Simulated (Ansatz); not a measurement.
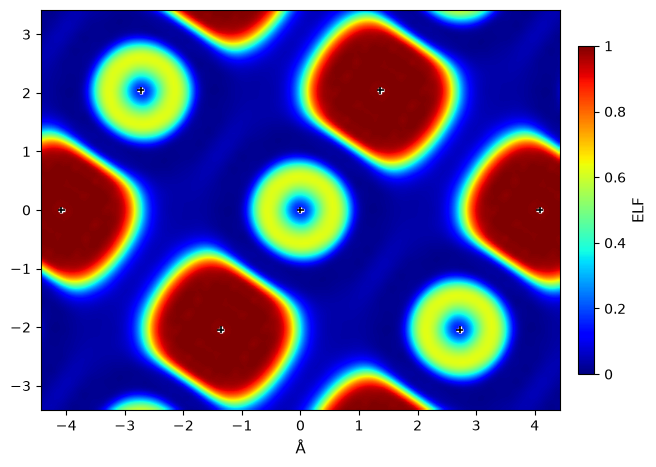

The ELF on a plane through atoms (crosses mark nuclei in the plane).

The calculation used DFT PBE, scalar-relativistic, plane waves, PAW (Ansatz 0.2.0).

Candidates:
A. NaH, a = 3.54 Å, b = 3.54 Å, c = 8.17 Å, α = 90.00°, β = 90.00°, γ = 120.00°. Space group R-3m; changed on purpose from its base cell (strained and moved within a subgroup).
B. BN, a = 2.57 Å, b = 2.57 Å, c = 4.51 Å, α = 90.00°, β = 90.00°, γ = 120.00°. Space group P6₃mc; a structure from a database of computed crystals, not necessarily the ambient phase; changed on purpose from its base cell (strained and moved within the space group); not relaxed (largest force 1.2 eV/Å); computed pressure about −3 GPa in this cell.
C. Pd, a = 2.70 Å, b = 2.71 Å, c = 3.80 Å, α = 89.79°, β = 90.14°, γ = 89.83°. Space group C2/m; changed on purpose from its base cell (all atoms moved at random, cell strained at random); computed pressure about 22 GPa in this cell.

> Which system is this?

Candidate A: NaH on the (110) plane of the conventional cell, which holds Na and H. Na–H (2.46 Å): the ELF climbs to about 1 towards the hydrogen: an ionic contact to a hydride ion.
